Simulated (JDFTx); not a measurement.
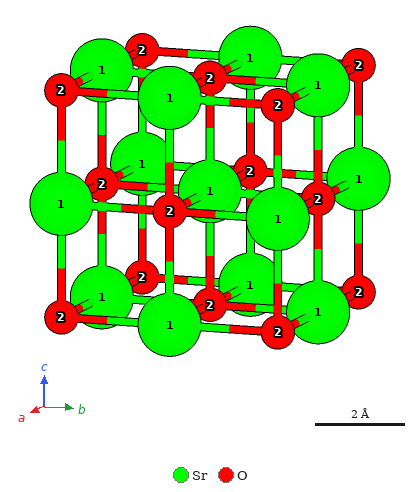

The input geometry (ball-and-stick view of the cell 4 times as large as that of the calculation, set on its symmetry axes, seen slightly off an axis; atoms are numbered from 1 in the order of the input). An atom can appear more than once, as a periodic image.

Single-point calculation at one volume of an equation of state of SrO

System: SrO (Fm-3m, 2 atoms in the cell).
Method: Kohn-Sham DFT of a periodic cell, PBEsol, PseudoDojo-SR-PBEsol-0.4.1-standard, no spin polarisation (JDFTx 1.7.0 (patched build)).

The structure derives from an entry of the Crystallography Open Database. It belongs to a series of runs on one base structure; here: volume scaled by 1.06.

Output:
```
*************** JDFTx 1.7.0 (patched build) ***************

Input parsed successfully to the following command list (including defaults):
[... the input with its defaults ...]

---------- Setting up symmetries ----------

Found 48 point-group symmetries of the bravais lattice
Found 48 space-group symmetries with basis
Applied RMS atom displacement 0 bohrs to make symmetries exact.

---------- Initializing the Grid ----------
R =
[            0      4.94472      4.94472  ]
[      4.94472            0      4.94472  ]
[      4.94472      4.94472            0  ]
unit cell volume = 241.799
G =
[  -0.635343   0.635343   0.635343  ]
[   0.635343  -0.635343   0.635343  ]
[   0.635343   0.635343  -0.635343  ]
Minimum fftbox size, Smin = [  60  60  60  ]
Chosen fftbox size, S = [  60  60  60  ]

---------- Initializing tighter grid for wavefunction operations ----------
R =
[            0      4.94472      4.94472  ]
[      4.94472            0      4.94472  ]
[      4.94472      4.94472            0  ]
unit cell volume = 241.799
G =
[  -0.635343   0.635343   0.635343  ]
[   0.635343  -0.635343   0.635343  ]
[   0.635343   0.635343  -0.635343  ]
Minimum fftbox size, Smin = [  44  44  44  ]
Chosen fftbox size, S = [  48  48  48  ]

---------- Exchange Correlation functional ----------
Initalized PBEsol GGA exchange.
Initalized PBEsol GGA correlation.

---------- Setting up pseudopotentials ----------
Width of ionic core gaussian charges (only for fluid interactions / plotting) set to 0

Reading pseudopotential file 'pseudo/Sr.upf':
  'Sr' pseudopotential, 'PBESOL' functional
  Generated using ONCVPSP code by D. R. Hamann
  10 valence electrons, 3 orbitals, 6 projectors, 1001 radial grid points, with lMax = 2
    4S    l: 0   occupation:  2.0   eigenvalue: -1.502109
    4P    l: 1   occupation:  6.0   eigenvalue: -0.838136
    5S    l: 0   occupation:  2.0   eigenvalue: -0.129954
  Core radius for overlap checks: 1.50 bohrs.

Reading pseudopotential file 'pseudo/O.upf':
  'O' pseudopotential, 'PBESOL' functional
  Generated using ONCVPSP code by D. R. Hamann
  6 valence electrons, 2 orbitals, 5 projectors, 936 radial grid points, with lMax = 2
    2S    l: 0   occupation:  2.0   eigenvalue: -0.874950
    2P    l: 1   occupation:  4.0   eigenvalue: -0.329796
  Core radius for overlap checks: 1.39 bohrs.

Initialized 2 species with 2 total atoms.

Folded 1 k-points by 9x9x9 to 729 k-points.

---------- Setting up k-points, bands, fillings ----------
Reduced to 35 k-points under symmetry.
Computing the number of bands and number of electrons
Calculating initial fillings.
nElectrons:  16.000000   nBands: 14   nStates: 35

----- Setting up reduced wavefunction bases (one per k-point) -----
average nbasis = 3142.295 , ideal nbasis = 3143.567

---------- Setting up ewald sum ----------
Optimum gaussian width for ewald sums = 2.245806 bohr.
Real space sum over 1331 unit cells with max indices [  5  5  5  ]
Reciprocal space sum over 2197 terms with max indices [  6  6  6  ]

---------- Allocating electronic variables ----------
Initializing wave functions:  linear combination of atomic orbitals
Note: number of bands (14) exceeds available atomic orbitals (9)
Sr pseudo-atom occupations:   s ( 2 2 )  p ( 6 )
O pseudo-atom occupations:   s ( 2 )  p ( 4 )
	FillingsUpdate:  mu: +0.600685338  nElectrons: 16.000000
LCAOMinimize: Iter:   0  F: -46.7583951409472576  |grad|_K:  1.133e-02  alpha:  1.000e+00
	FillingsUpdate:  mu: +0.480215665  nElectrons: 16.000000
LCAOMinimize: Iter:   1  F: -46.9279982773429367  |grad|_K:  6.043e-03  alpha:  2.237e-01  linmin: -4.503e-01  cgtest:  8.378e-01
LCAOMinimize: Encountered beta<0, resetting CG.
[... 14 lines of inner loops ...]
LCAOMinimize: Iter:   6  F: -46.9750999787727750  |grad|_K:  2.767e-06  alpha:  3.812e-01  linmin: -1.017e-03  cgtest:  1.458e-02
	FillingsUpdate:  mu: +0.382428163  nElectrons: 16.000000
LCAOMinimize: Iter:   7  F: -46.9750999979509629  |grad|_K:  7.223e-08  alpha:  7.303e-01  linmin:  2.761e-03  cgtest: -5.612e-02
LCAOMinimize: Converged (|Delta F|<1.000000e-06 for 2 iters).

-------- Electronic minimization -----------
Will mix electronic density at each iteration.
	FillingsUpdate:  mu: +0.382428163  nElectrons: 16.000000
	FillingsUpdate:  mu: +0.354833869  nElectrons: 16.000000
SCF: Cycle:  0   F: -46.983296673731715   dF: -8.197e-03   |Residual|: 2.518e-01   |deigs|: 2.046e-01
	FillingsUpdate:  mu: +0.300000000  nElectrons: 16.000000
SCF: Cycle:  1   F: -47.061666204457403   dF: -7.837e-02   |Residual|: 1.284e-01   |deigs|: 4.493e-02
	FillingsUpdate:  mu: +0.336980162  nElectrons: 16.000000
SCF: Cycle:  2   F: -47.081479931627896   dF: -1.981e-02   |Residual|: 1.770e-02   |deigs|: 1.439e-02
	FillingsUpdate:  mu: +0.338999887  nElectrons: 16.000000
SCF: Cycle:  3   F: -47.081441512737214   dF: +3.842e-05   |Residual|: 1.491e-02   |deigs|: 5.398e-03
	FillingsUpdate:  mu: +0.339429141  nElectrons: 16.000000
SCF: Cycle:  4   F: -47.081693281791757   dF: -2.518e-04   |Residual|: 1.708e-03   |deigs|: 2.520e-03
	FillingsUpdate:  mu: +0.339638156  nElectrons: 16.000000
SCF: Cycle:  5   F: -47.081693922468745   dF: -6.407e-07   |Residual|: 8.625e-04   |deigs|: 1.453e-03
	FillingsUpdate:  mu: +0.339677651  nElectrons: 16.000000
SCF: Cycle:  6   F: -47.081693954455886   dF: -3.199e-08   |Residual|: 6.030e-04   |deigs|: 6.421e-04
	FillingsUpdate:  mu: +0.339710865  nElectrons: 16.000000
SCF: Cycle:  7   F: -47.081694325591286   dF: -3.711e-07   |Residual|: 2.396e-04   |deigs|: 6.864e-04
	FillingsUpdate:  mu: +0.339719075  nElectrons: 16.000000
SCF: Cycle:  8   F: -47.081694340114595   dF: -1.452e-08   |Residual|: 7.324e-05   |deigs|: 3.531e-04
	FillingsUpdate:  mu: +0.339716297  nElectrons: 16.000000
SCF: Cycle:  9   F: -47.081694345542360   dF: -5.428e-09   |Residual|: 7.845e-06   |deigs|: 1.528e-04
	FillingsUpdate:  mu: +0.339716267  nElectrons: 16.000000
SCF: Cycle: 10   F: -47.081694345824957   dF: -2.826e-10   |Residual|: 2.655e-06   |deigs|: 1.132e-04
	FillingsUpdate:  mu: +0.339716921  nElectrons: 16.000000
SCF: Cycle: 11   F: -47.081694345867263   dF: -4.231e-11   |Residual|: 2.792e-06   |deigs|: 1.151e-04
SCF: Converged (|Delta E|<1.000000e-09 for 2 iters).

Setting wave functions to eigenvectors of Hamiltonian

# Stress tensor in Cartesian coordinates [Eh/a0^3]:
[  0.000182885            0            0  ]
[            0  0.000182885            0  ]
[            0            0  0.000182885  ]

# Ionic positions in lattice coordinates:
ion Sr   0.500000000000000   0.500000000000000   0.500000000000000 1
ion O   0.000000000000000   0.000000000000000   0.000000000000000 1

# Forces in Cartesian coordinates:
force Sr  -0.000000000000000   0.000000000000000  -0.000000000000000 1
force O  -0.000000000000000  -0.000000000000000   0.000000000000000 1

# Energy components:
   Eewald =      -38.1371141879960476
       EH =        8.5473480150932648
     Eloc =      -31.4850595219347049
      Enl =        2.6057591441096757
      Exc =      -12.4818523514110566
 Exc_core =        3.7266317891916914
       KE =       20.1425927670799219
-------------------------------------
     Etot =      -47.0816943458672625
       TS =        0.0000000000000019
-------------------------------------
        F =      -47.0816943458672625

IonicMinimize: Iter:   0  F: -47.081694345867263  |grad|_K:  2.554e-42
IonicMinimize: Converged (|grad|_K<1.000000e-04).

#--- Lowdin population analysis ---
# oxidation-state Sr +1.629
# oxidation-state O -1.319

Dumping 'run.eigStats' ...
	eMin: -0.921602 at state 0 ( [ +0.000000 +0.000000 +0.000000 ] spin 0 )
	HOMO: +0.268029 at state 0 ( [ +0.000000 +0.000000 +0.000000 ] spin 0 )
	mu  : +0.339717
	LUMO: +0.389029 at state 23 ( [ +0.000000 +0.444444 +0.444444 ] spin 0 )
	eMax: +0.731099 at state 27 ( [ +0.111111 +0.222222 -0.444444 ] spin 0 )
	HOMO-LUMO gap: +0.121000
	Optical gap  : +0.125339 at state 23 ( [ +0.000000 +0.444444 +0.444444 ] spin 0 )
Done!
```

This output came from the following input.

Input file:
```
lattice Face-Centered Cubic 9.8894371575
coords-type Lattice
ion Sr     0.5000000000     0.5000000000     0.5000000000 1
ion O      0.0000000000     0.0000000000     0.0000000000 1

ion-species pseudo/Sr.upf
ion-species pseudo/O.upf
elec-cutoff 42 336
elec-ex-corr gga-PBEsol
kpoint-folding 9 9 9
elec-smearing Fermi 0.0018374661
elec-n-bands 14
electronic-SCF nIterations 100 energyDiffThreshold 1e-09
electronic-minimize nIterations 30 energyDiffThreshold 1e-7
forces-output-coords Cartesian

dump-name run.$VAR
dump End Ecomponents EigStats BandEigs Kpoints Forces Stress ElecDensity Dtot KEdensity
```

Run as:
```bash
jdftx -c 1 -i SrO.in -o SrO.out
```

Summary:

| quantity | value |
| --- | --- |
| outcome | converged |
| space group (tolerance 0.01 Å) | Fm-3m (225) |
| electrons treated | 16 |
| free energy | −1281.1582 eV |
| gap on the k-point mesh | 3.29 eV |
| pressure | −5.38 GPa |
| largest force (length of the vector) | under 0.001 eV/Å |
| hardware | 1 thread of Arm Neoverse V1, 24 GiB of memory available, shared host |
| wall time | 2.2 min |
| peak memory | 0.13 GiB |

The cell is under a tension of 5.4 GPa at this level, so it is not at its equilibrium volume.
